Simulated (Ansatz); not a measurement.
# Fermi surface of Pt (space group P6_3/mmc, No. 194)

The calculation's input:

```yaml
crystal:
  lattice:
    - [2.76066562, 0.0, 0.0]
    - [-1.38033281, 2.39080655, 0.0]
    - [0.0, 0.0, 4.792134]
  atoms:
    - { symbol: Pt, position: [0.66666667, 0.33333333, 0.75] }
    - { symbol: Pt, position: [0.33333333, 0.66666667, 0.25] }
basis:
  ecutwfc: 420
kpoints:
  mp_grid: { grid: [18, 18, 8] }
hamiltonian:
  xc: pbe
scf:
  occupations: { method: gaussian, width: 0.05 }
output:
  forces: true
  eigenvalues: true
  eigenstates:
    nscf_kmesh: { grid: [36, 36, 16] }
    top_band: c6
    de_dk: true
    localisation: false
  stress: true
checkpoint:
  write: ck
  compress: false
  write_wavefunctions: false
  write_every: 100000
```

Run with:

```sh
ansatz run input.yaml --threads 1 --pin off --max-ram 3072MiB --backend cpu --events-out ev --progress --plain --runs-dir out
```

All numbers here come from Ansatz, DFT PBE, scalar-relativistic, plane waves, PAW; levels and slopes on a dense k mesh at the converged density. No spin polarisation. k mesh for the levels: 36×36×16. Unrelaxed database geometry. The cell comes from a database of computed structures, not from a measurement.

## 1. The sheets

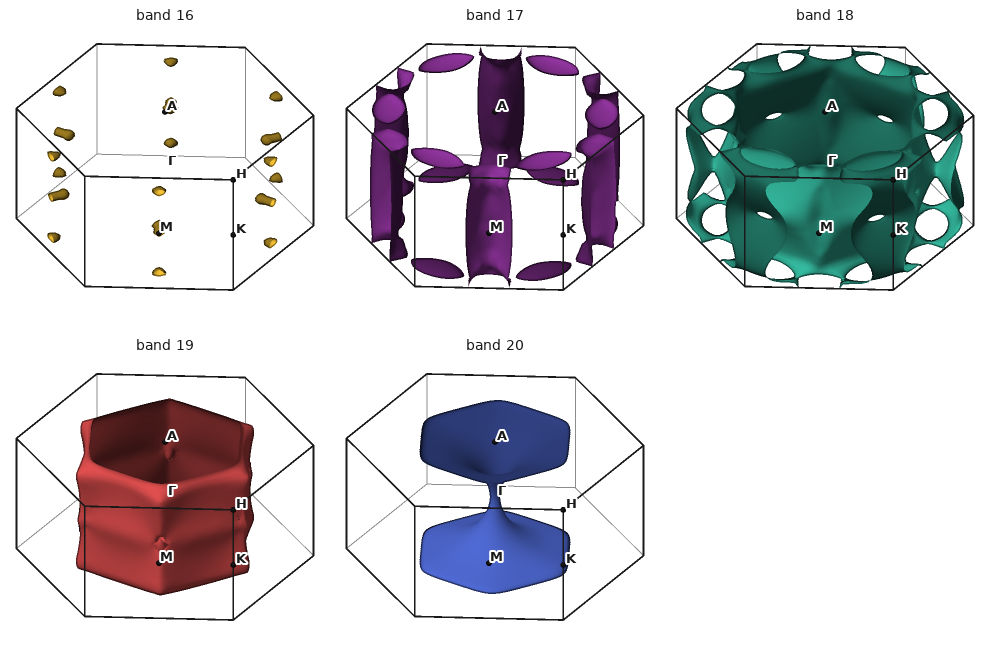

Computed Fermi surface of this crystal. Each panel holds one band. The brighter face of a sheet looks towards empty states.

> Describe the Fermi surface sheet by sheet.

Five bands cross the Fermi level; this is a three-dimensional metal.

Band 16: three hole pockets centred at M, no more than about three mesh steps wide (each 0.05 % of the zone), only 20 meV deep and specks under 0.04 % of the zone, which the mesh doesn't resolve and which may come from the interpolation.
Band 17: six hole pockets on the H–A line (each 0.08 % of the zone) and three open hole tubes parallel to Γ–A.
Band 18: an open network that joins neighbouring zones in all directions (the band is filled at Γ, A, K and H and empty at M and L).
Band 19: one open electron tube parallel to Γ–A and specks under 0.04 % of the zone, which the mesh doesn't resolve and which may come from the interpolation.
Band 20: one open electron tube parallel to Γ–A.
A pocket cut by a face of the zone is counted once with the part on the opposite face.
The shape of the surface of band 16, band 17 and band 18 changes its kind within 0.03 eV of this level, so small parts may appear, vanish, join or separate.

> How large are the density of states and the plasma frequency?

The density of states at the Fermi level is 4.3 states/eV per primitive cell. The intraband plasma frequencies along the cartesian axes x, y and z of the cell as given are 8.1, 8.1 and 5.6 eV.

## 2. Speeds

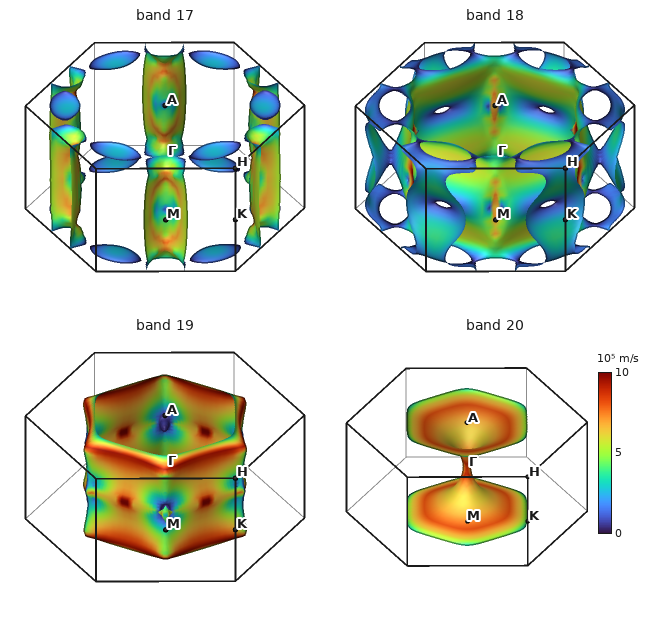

Fermi surface of this crystal (the four sheets of greatest area among five bands), coloured by the Fermi speed.

> Give the range and mean of the Fermi speed for each band.

Band 17: 1.1 to 7.1 × 10⁵ m/s over most of the sheet, 3.6 × 10⁵ m/s on average over states. Band 18: 1.0 to 6.0 × 10⁵ m/s over most of the sheet, 2.7 × 10⁵ m/s on average over states. Band 19: 0.58 to 9.5 × 10⁵ m/s over most of the sheet, 3.7 × 10⁵ m/s on average over states. Band 20: 4.3 to 8.5 × 10⁵ m/s over most of the sheet, 6.9 × 10⁵ m/s on average over states.

> Which of these bands adds most to the density of states at the Fermi level?

Band 18, with 2.2 of 4.3 states/eV per cell.

## 3. Cuts and bands

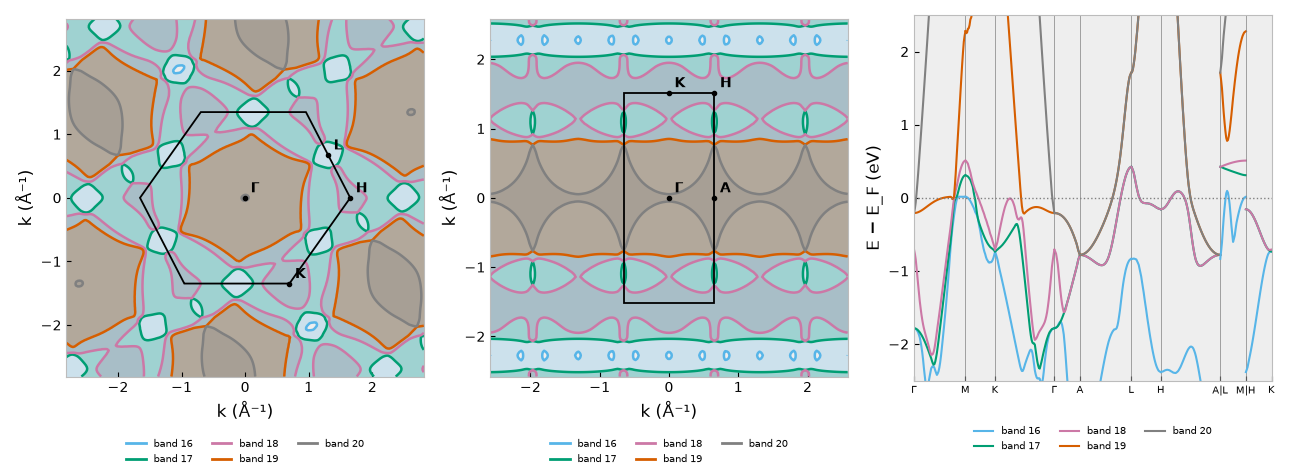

This crystal: cuts through the Fermi surface in the plane through Γ, H and L and the plane through Γ, A and K, filled states shaded, and the bands that cross the Fermi level.

> Give each band's level at the labelled points, in eV from the Fermi level.

```
   band      Γ      A      K      H      M      L
band 16  −1.78  below  −0.73  −2.38  +0.01  −0.83
band 17  −1.78  −0.78  −0.73  −0.16  +0.31  +0.42
band 18  −0.71  −0.78  −0.71  −0.16  +0.51  +0.42
band 19  −0.21  −0.78  above  above  +2.28  +1.71
band 20  −0.21  −0.78  above  above  above  +1.71
```

Negative values are filled states; "above" and "below" lie outside the plotted window.

Spin-orbit coupling is left out; with Pt it can split, shift or remove sheets. Necks and pockets thinner than about two mesh steps aren't resolved, so separate pockets may in truth be joined.

The run (self-consistency and the dense mesh) took 61 s on 1 thread of Arm Neoverse N1, with other jobs on the host, peak memory 0.61 GiB.
